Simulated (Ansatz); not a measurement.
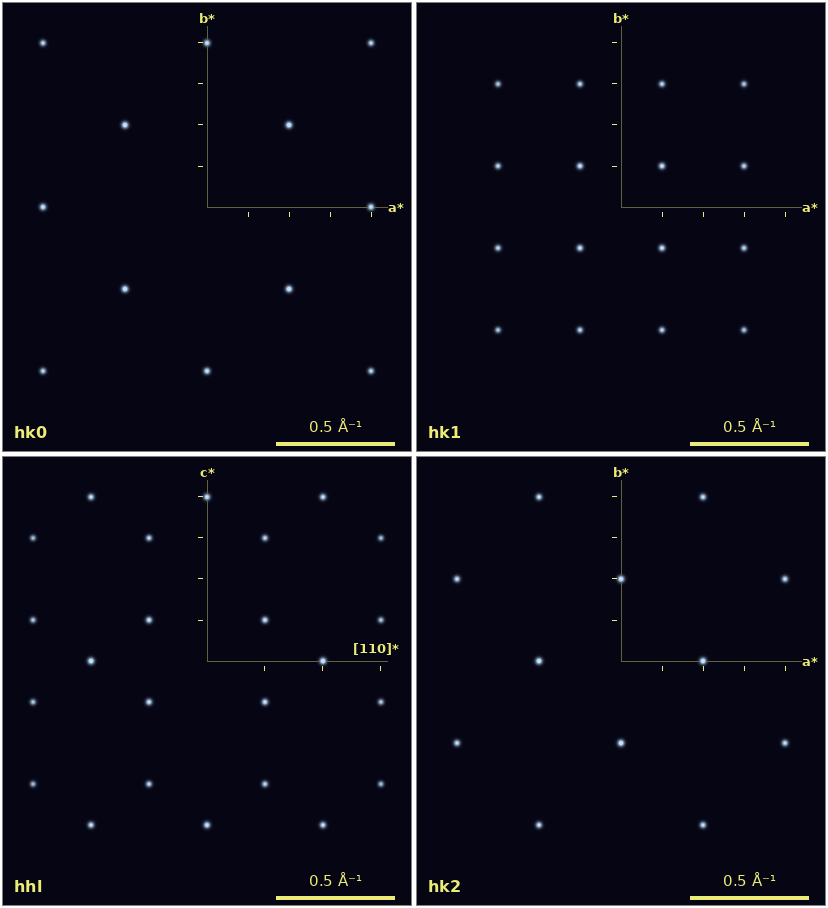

Simulated precession-type sections (X-rays; kinematic intensities, B = 0.5 Å²). The ticks mark integer indices of the conventional cell.

Q: What cell do the layers give?

A: a* = 0.174, b* = 0.174, c* = 0.174 Å⁻¹; the cell is cubic with a = 5.76 Å.

Q: List the systematic absences.

A: Reflections are present only under these conditions. hkl: h + k = 2n, h + l = 2n; hk0: h = 2n, h + k = 4n; hhl: h + l = 2n; h00: h = 4n. The lattice is face-centred (F). Further gaps, such as 2 2 2, 4 4 2, come from atoms on special positions, not from the group's general conditions.

Q: Which space groups fit?

A: The intensities have Laue symmetry m-3m (the hk0 layer shows 4mm, hk1 shows 4mm). With these conditions only Fd-3m (No. 227) fits. The compound is W. Structure: coordinates from a relaxation with DFT PBEsol, scalar-relativistic, plane waves, PAW (Ansatz 0.2.0); the starting structure was generated, so it need not be a known form of this composition.
